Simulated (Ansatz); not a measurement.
A series of calculations on Sn

### Relaxation

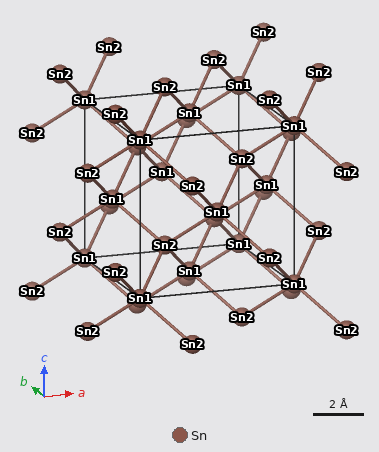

This is the input geometry for a relaxation of solid Sn (set up in Fd-3m). Style: ball-and-stick. Shown: the conventional cell (4 times the calculation's cell), slightly off an axis. Lengths and directions refer to the drawn axes.

These are results of DFT PBEsol, scalar-relativistic, plane waves, PAW (Ansatz 0.2.0), not measurements.

Input file:
```yaml
crystal:
  lattice:
    - [0.0, 3.284986997, 3.284986997]
    - [3.284986997, 0.0, 3.284986997]
    - [3.284986997, 3.284986997, 0.0]
  atoms:
    - { symbol: Sn, position: [0.0, 0.0, 0.0] }
    - { symbol: Sn, position: [0.25, 0.25, 0.25] }
basis:
  ecutwfc: 420
kpoints:
  mp_grid: { grid: [12, 12, 12] }
hamiltonian:
  xc: pbesol
scf:
  occupations: { method: gaussian, width: 0.1 }
output:
  forces: true
  stress: true
  eigenvalues: true
  write_density: true
  write_potential: true
  elf: true
  volumetric_format: npy
relax:
  adjacent_minimum: "off"
  f_tol: 0.005
  max_steps: 80
  cell: { stress_tol: 0.05 }
```

Command:
```bash
ansatz run input.yaml --threads 1 --pin off --max-ram 2560MiB --backend cpu --events-out ev --progress --plain --runs-dir out
```

Where does the relaxation end?

Answer. The energy falls by 0.8 meV per atom in 2 accepted moves (3 points after the start). All forces vanish by symmetry, so only the cell relaxes. Pressure: −0.54 GPa at the start and −0.01 GPa at the end. At 1 point the geometry stayed and the basis and grid were re-selected for the new cell (energy shift of 0.1 meV per atom at most each time). The atoms keep their places relative to the cell (all moves are under 0.005 Å). The drawn cell changes as follows: a = b = c 6.570 → 6.541 Å (−0.4 %); the volume changes by −1.3 %. Some distances before and after: Sn1–Sn2 2.845 → 2.832 Å. The space group stays Fd-3m (No. 227).

History of the run:

| step | E − E(0), meV/atom | pressure, GPa | volume, Å³/atom | note |
| --- | --- | --- | --- | --- |
| 0 | 0.00 | -0.54 | 35.449 |  |
| 1 | -0.76 | 0.25 | 34.761 |  |
| 2 | -0.89 | -0.01 | 34.977 |  |
| 3 | -0.82 | -0.01 | 34.977 | same geometry, new basis |

### A change

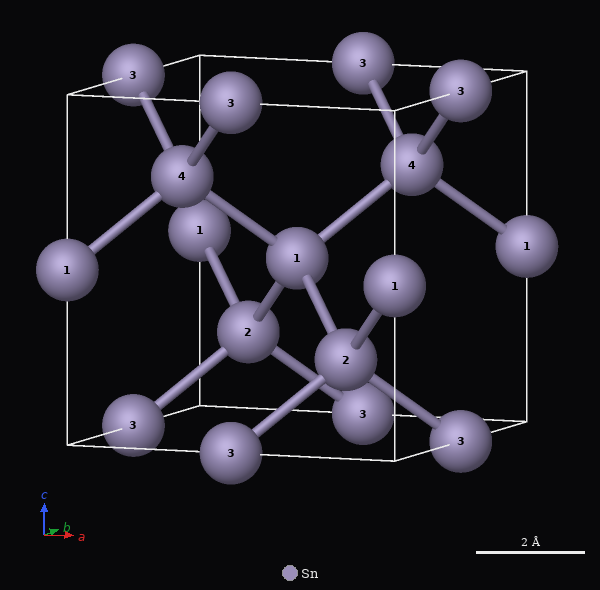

The starting point is a crystal of Sn (set up in Fd-3m). A ball-and-stick model of the conventional cell (2 times the calculation's cell), seen slightly off an axis. Lengths and directions refer to the drawn axes.

Level of theory: Ansatz, DFT PBEsol, scalar-relativistic, plane waves, PAW. (plane-wave cutoff 420 eV; k-point mesh 12 × 12 × 8; occupations gaussian; smearing width 0.1 eV; no spin polarisation)

The variant: Shear of c along a, +3.0 %, is applied. The cell is then held and the atoms relaxed.

The input:
```yaml
crystal:
  lattice:
    - [3.2703517034, 3.2703517034, 0.0]
    - [-3.2703517034, 3.2703517034, 0.0]
    - [0.138749272, 0.138749272, 6.5407034068]
  atoms:
    - { symbol: Sn, position: [0.0024383976, 0.0, 0.4999710697] }
    - { symbol: Sn, position: [-0.0024383976, 0.5, 0.2500289303] }
    - { symbol: Sn, position: [0.5024383976, 0.5, -2.89303e-05] }
    - { symbol: Sn, position: [0.4975616024, 0.0, 0.7500289303] }
basis:
  ecutwfc: 420
kpoints:
  mp_grid: { grid: [12, 12, 8] }
hamiltonian:
  xc: pbesol
scf:
  occupations: { method: gaussian, width: 0.1 }
output:
  forces: true
  stress: true
  eigenvalues: true
relax:
  adjacent_minimum: "off"
  f_tol: 0.008
  max_steps: 40
```

Command:
```bash
ansatz run input.yaml --threads 1 --pin off --max-ram 2560MiB --backend cpu --events-out ev --progress --plain --runs-dir out
```

Q: What is the effect?

A: Energy change: +2.6 meV per atom. The pressure goes from 0.0 to 0.0 GPa. The principal stresses (compression positive) are 0.8 GPa along [2 2 −3], −0.8 GPa along [2 2 3], none along the third axis. The drawn cell changes at constant volume: a = b unchanged at 6.541 Å, c 6.541 → 6.544 Å (0.0 %), α 90.0° → 88.8°, β 90.0° → 88.8°. The largest moves relative to the cell, 0.017 Å, are those of Sn1, Sn2, Sn3 and Sn4. Sn2 goes along [−1 −1 0]. Some distances before and after: Sn–Sn 2.832 → 2.821 to 2.845 Å. The space group (tolerance 0.01 Å) goes from Fd-3m (No. 227) to C2/m (No. 12).

The changed structure in the same view:

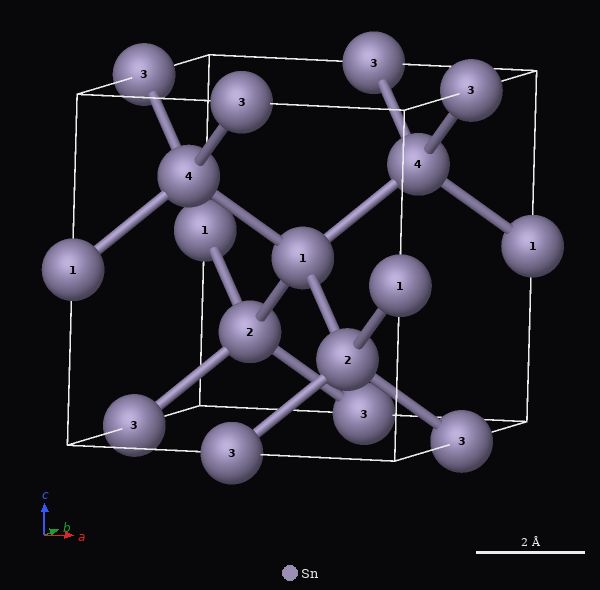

### Series

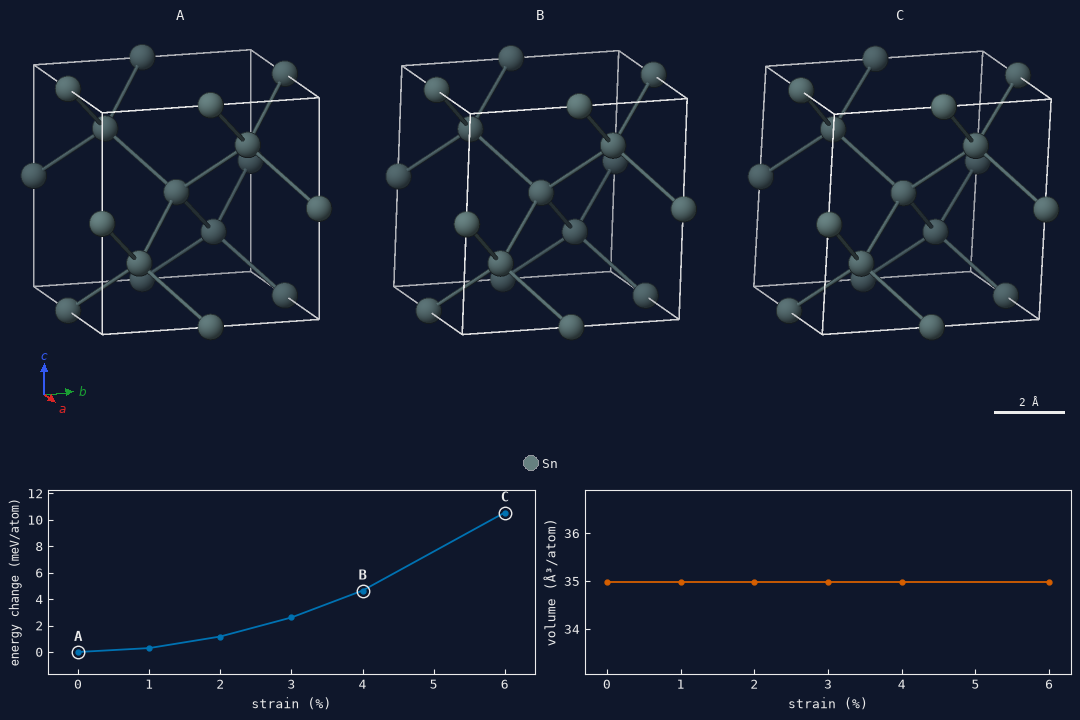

Members of a series of calculations on crystalline Sn (set up in Fd-3m), marked on the first curve. Style: ball-and-stick. Shown: the conventional cell (2 times the calculation's cell), slightly off an axis. Lengths and directions refer to the drawn axes.

Computed with DFT PBEsol, scalar-relativistic, plane waves, PAW (Ansatz 0.2.0). (plane-wave cutoff 420 eV; k-point mesh 12 × 12 × 8; occupations gaussian; smearing width 0.1 eV; no spin polarisation)

Q: Describe the series.

A: Shear of c along a, cell held, atoms relaxed. A (strain 0.0 %): energy change 0.0 meV/atom, volume 34.98 Å³ per atom. B (strain 4.0 %): energy change 4.6 meV/atom, volume 34.98 Å³ per atom. C (strain 6.0 %): energy change 10.6 meV/atom, volume 34.98 Å³ per atom. The rest compares A with C. The drawn cell changes at constant volume: a = b unchanged at 6.541 Å, c 6.541 → 6.552 Å (+0.2 %), α 90.0° → 87.6°, β 90.0° → 87.6°. Near-neighbour distances before and after: Sn–Sn 2.832 → 2.810 to 2.860 Å.
